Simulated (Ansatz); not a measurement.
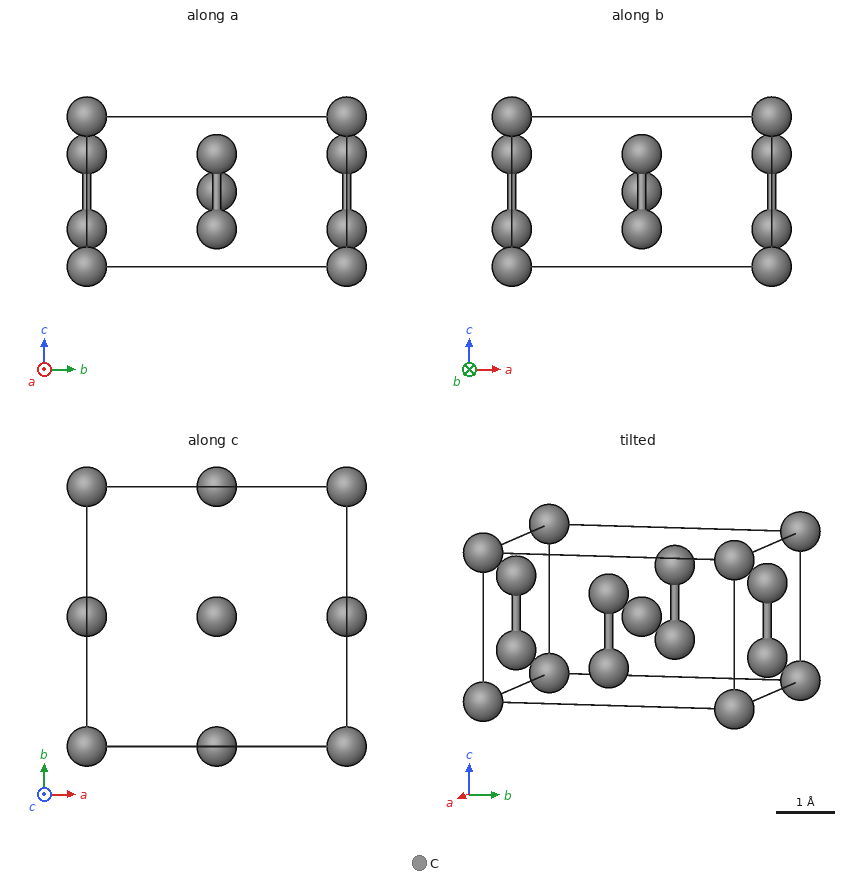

Shown here is a ball-and-stick view of the crystal, taken along the a axis, along the b axis, along the c axis and slightly off an axis. The frame is the conventional unit cell; atoms at its boundary are shown with their periodic copies.

Lattice parameters: a = 4.5297 Å, b = 4.5297 Å, c = 2.6163 Å, α = 90.000°, β = 90.000°, γ = 90.000°.

Question: Transcribe the picture into a CIF with its space group and independent sites.

Answer:
```cif
data_structure
_symmetry_space_group_name_H-M 'I 4/m m m'
_symmetry_Int_Tables_number 139
_cell_length_a 4.5297
_cell_length_b 4.5297
_cell_length_c 2.6163
_cell_angle_alpha 90.000
_cell_angle_beta 90.000
_cell_angle_gamma 90.000
_cell_volume 53.68
loop_
_atom_site_label
_atom_site_type_symbol
_atom_site_symmetry_multiplicity
_atom_site_Wyckoff_symbol
_atom_site_fract_x
_atom_site_fract_y
_atom_site_fract_z
_atom_site_occupancy
C1 C 4 d 0.5000 0.0000 0.2500 1
C2 C 2 a 0.0000 0.0000 0.0000 1
```

The model was built from a random cell made by a generator, so it need not be a real form of the element. Earlier steps of the study, as a rule a relaxation of our own, may have changed the cell and positions, so they can lie some per cent off the listed ones. It was run through Ansatz as a DFT input.
